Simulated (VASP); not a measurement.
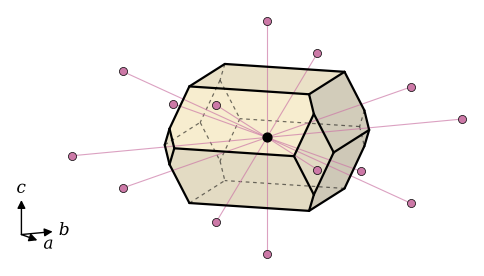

The Wigner–Seitz cell of the crystal's lattice, with lines to the lattice points that define its faces. Crystal: Ge, a cell listed in the Materials Project, as set up for an electronic-structure calculation. Geometry calculated from the standardised cell; symmetry tolerance 0.002 Å.

a = 4.992 Å, b = 5.302 Å, c = 2.874 Å, α = 90.00°, β = 90.00°, γ = 90.00°; space group Imma (No. 74).

Question: Describe the polyhedron.

Answer: A truncated octahedron: 14 faces (6 with 4 edges, 8 with 6 edges), 36 edges, 24 vertices. Its volume is that of the primitive cell, 38.0 Å³.

Question: Which lattice vectors do the faces bisect?

Answer:
| example | length (Å) | faces | edges of each | area (Å²) |
| --- | --- | --- | --- | --- |
| c | 2.87 | 2 | 4 | 9.5 |
| 1/2 a + 1/2 b + 1/2 c | 3.91 | 8 | 6 | 5.1 |
| a | 4.99 | 2 | 4 | 1.1 |
| b | 5.30 | 2 | 4 | 0.2 |
